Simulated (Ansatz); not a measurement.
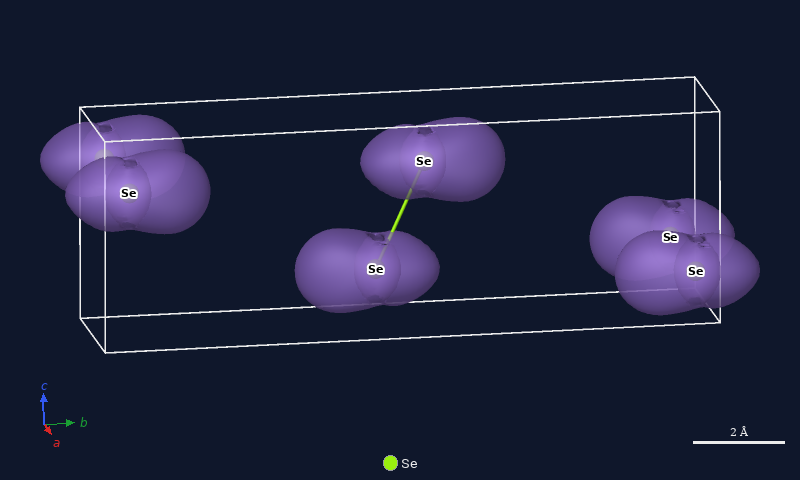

Figure 1: Se. Isosurface of the ELF at 0.7 (purple), seen slightly off an axis. Core shells and regions of very low density are left out. Sticks mark near contacts.

Space group C2/c; set up as Se, beta-Sn type; a generated structure, not necessarily the stable one; changed on purpose from its base cell (volume × 1.12); computed pressure about −3 GPa in this cell.

All numbers below come from Ansatz 0.2.0, DFT, revPBE, plane waves (420 eV) with PAW, scalar-relativistic.

The calculation's input:

```
crystal:
  lattice:
    - [-5.0600229726, 4.6911004816, 1.4674034469]
    - [4.6911004816, -5.0600229726, 1.4674034469]
    - [3.7208016275, 3.7208016275, -2.1430856648]
  atoms:
    - { symbol: Se, position: [0.0851646124, 0.9148353876, 1.0] }
    - { symbol: Se, position: [0.6648353876, 0.3351646124, 0.5] }
hamiltonian:
  xc: revpbe
  pseudopotentials:
    kind: paw
    azcp:
      Se: "pseudopotentials/Se.paw.azcp"
basis:
  ecutwfc: 420
  fft_grid_basis: typed
kpoints:
  mp_grid: { grid: [15, 15, 8], shift: [0, 0, 0] }
magnetization:
  spin_polarized: false
scf:
  occupations: { method: fermi_dirac, width: 0.1 }
  lower_state_search: "off"
output:
  stress: true
  write_density: true
  write_potential: true
  elf: true
  volumetric_format: npy
```

Below, planes, directions and counts refer to the conventional cell (a = 2.98 Å, b = 13.79 Å, c = 4.81 Å, α = 90.00°, β = 90.60°, γ = 90.00°).

**Describe the localisation domains.**

The surface consists of four regions wrapped around Se (the valence shell of each), counted in one cell of 4 atoms. Any copies at cell faces, edges or corners count once.

Values along the shortest contacts:
Se–Se (2.64 Å): the ELF peaks at about 0.75 between the atoms.
